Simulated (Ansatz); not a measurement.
**ZrC: densities and their changes**

Space group Fm-3m; the calculation finds a residual pressure of about −3 GPa at this fixed cell.

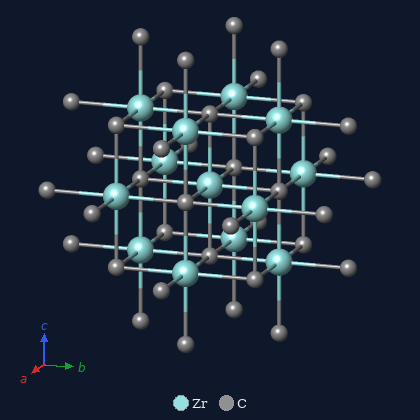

The conventional cell.

```
Zr C
1.0
     4.73000    0.00000    0.00000
     0.00000    4.73000    0.00000
     0.00000    0.00000    4.73000
Zr C
4 4
Direct
  0.50000 0.00000 0.00000
  0.00000 0.50000 0.00000
  0.00000 0.00000 0.50000
  0.50000 0.50000 0.50000
  0.00000 0.00000 0.00000
  0.50000 0.50000 0.00000
  0.50000 0.00000 0.50000
  0.00000 0.50000 0.50000
```

Theory: Ansatz, DFT r2SCAN, scalar-relativistic, plane waves, PAW.

Core electrons are frozen (PAW), so the maps are meaningful between the atoms, not at the nuclei.

Part 1: Bonding charge

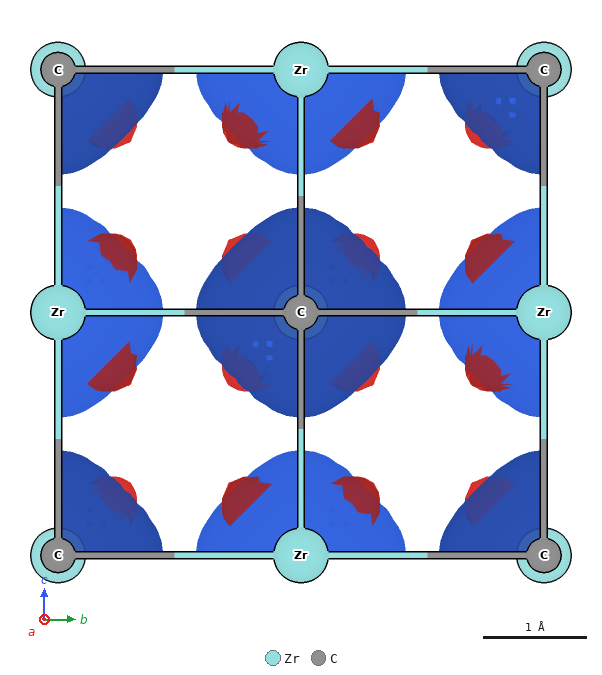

Bonding charge density, ρ(crystal) − Σ ρ(neutral atoms): blue surfaces at +0.08 and red ones at −0.08 e/Å³, in the conventional cell seen along the a axis (the regions close to the nuclei are left out). Cores are masked to 1.0 Å (Zr) and 0.6 Å (C).

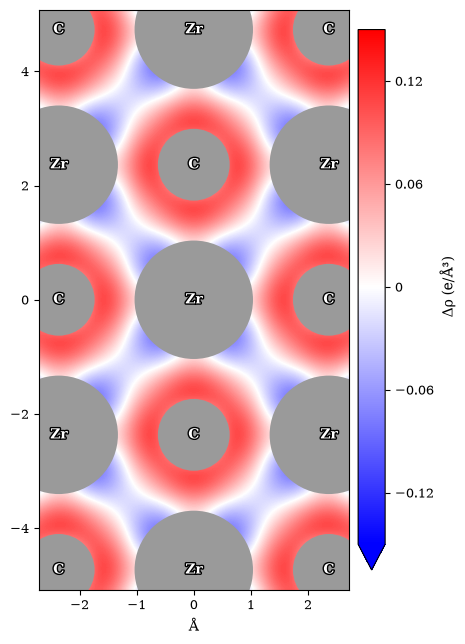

The same field as a map on the (010) plane of the conventional cell, with grey discs over the atomic cores.

Describe the bonding charge.

Answer. C–Zr (2.37 Å): Δρ is +0.05 e/Å³ at the midpoint (close to a masked core, so read it with care).
- Zr–Zr (3.34 Å): Δρ is −0.02 e/Å³ at the midpoint.
- Over the whole cell, outside the masked cores, the largest gain, 0.11 e/Å³, lies 0.8 Å from a carbon nucleus, and the largest loss lies at the edge of the masked core of Zr.
- In all about 0.28 e an atom is rearranged against the free atoms.
- Bader charges: Zr +2.01 and C −2.01 e.

Part 2: One group of states

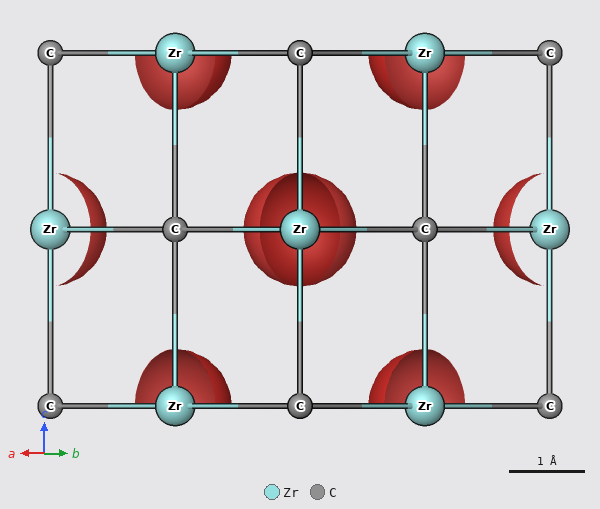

Density of the Kohn–Sham states from −27.9 to −27.0 eV about the Fermi level (a separate group of bands (semicore or deep states)), scaled to one electron a cell: red surface at 0.2 1/Å³, in the conventional cell seen along [110].

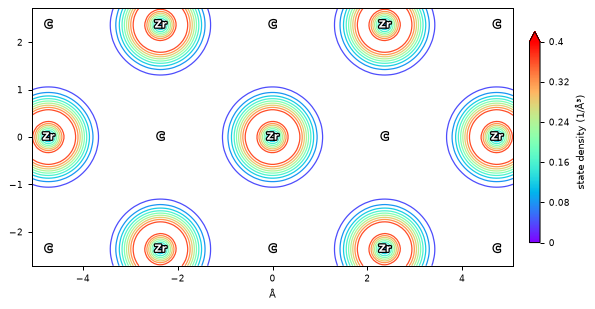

Also shown: a map on the (010) plane of the conventional cell.

Describe these states.

Answer. Projected on a minimal set of atomic orbitals (Löwdin), they are Zr 4p (over 95 %).
In space (atomic cells sized by Bader volumes) the density divides as Zr about 95 % and C little.
It nearly vanishes midway along the shortest Zr–Zr contact.
The group holds 6 electrons when full, in the cell of the calculation (2 atoms).

Part 3: Change of volume

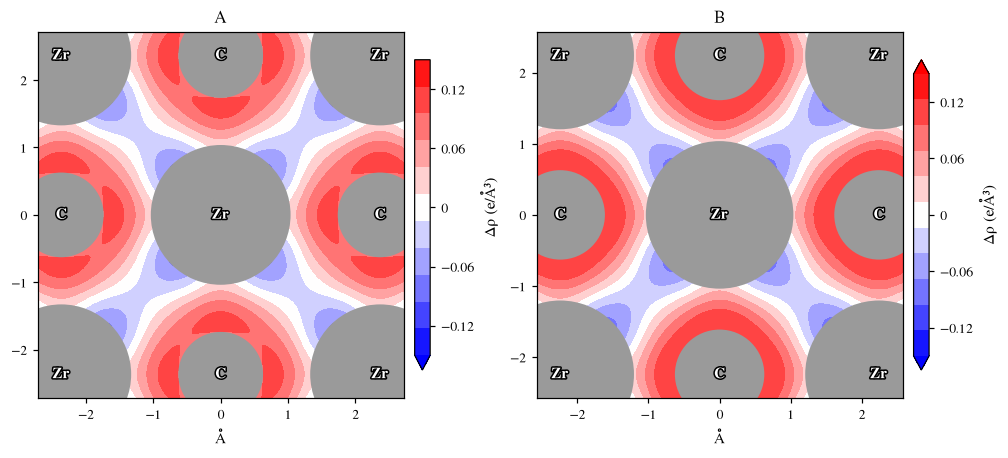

ZrC: deformation density on the (010) plane of the conventional cell at two volumes, with the same fractional coordinates and one colour scale. Grey discs cover the cores.

How do the two volumes compare, and how does the bonding charge respond?

Answer. A is the larger cell: B has 85 % of the volume of A.
The pressure is −3 GPa in A and 47 GPa in B.
Bader charges in A: Zr +2.01 and C −2.01 e; in B: Zr +1.92 and C −1.92 e.
The rearranged charge is 0.28 e an atom in A and 0.28 e in B.

Part 4: Putting it together

Charge passes from Zr (Pauling electronegativity 1.33) to C (2.55), the direction that the scale predicts. The two pressures give a mean stiffness −ΔP/Δln V of about 304 GPa over this range, with the atoms held at their fractional positions.

Run times: 23 s (base cell), 5.9 s (state densities) and 21 s (scaled cell), on 1 thread of Arm Neoverse N1 (shared host).
